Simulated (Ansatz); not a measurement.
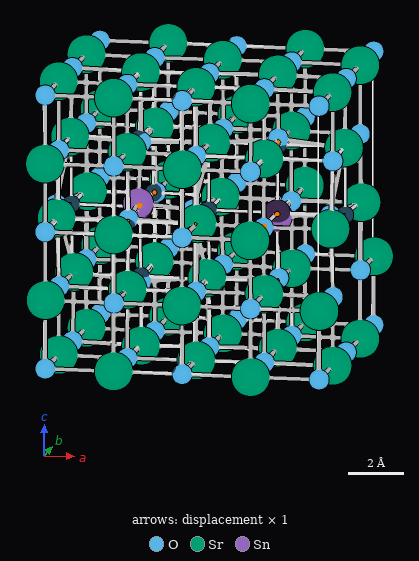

A relaxation of a defect cell of composition O32Sr30Sn2. The starting structure is drawn faded, the final one solid; orange arrows show the displacements, at their true length.

A ball-and-stick model of the cell of the calculation (origin shifted), seen slightly off an axis.

All numbers below come from DFT, PBEsol, PAW, plane waves (Ansatz). Settings: plane-wave cutoff 420 eV; k-point mesh 1 × 1 × 1; mesh shifted by (0.25, 0.25, 0.25); no spin polarisation; atoms relaxed in a fixed cell; force threshold 0.03 eV/Å; at most 80 steps.

Q: What did the optimiser do to the structure, and how much energy did it gain?

A: The energy falls by 1.164 eV per cell of the calculation in 6 geometry steps. The largest force component goes from 0.59 to 0.024 eV/Å. An O atom moves most: 0.57 Å along −a. Largest moves by element: O 0.57 Å, Sn 0.25 Å, Sr 0.11 Å. The cell stays as it was. Among the contacts that change: O–Sn 2.565 → 3.113 Å, O–Sn 2.571 → 2.037 Å, O–Sn 2.542 → 2.037 Å, O–Sn 2.538 → 2.971 Å. Among the angles between lasting bonds that change: Sr–O–Sr 179.4° → 153.6°, Sr–O–Sr 177.9° → 153.6°, O–Sr–O 88.8° → 110.7°. The run took 13 s on 1 × NVIDIA GB300 Max-Q with 8 threads of Arm Neoverse-V2, peak memory 1.8 GiB.
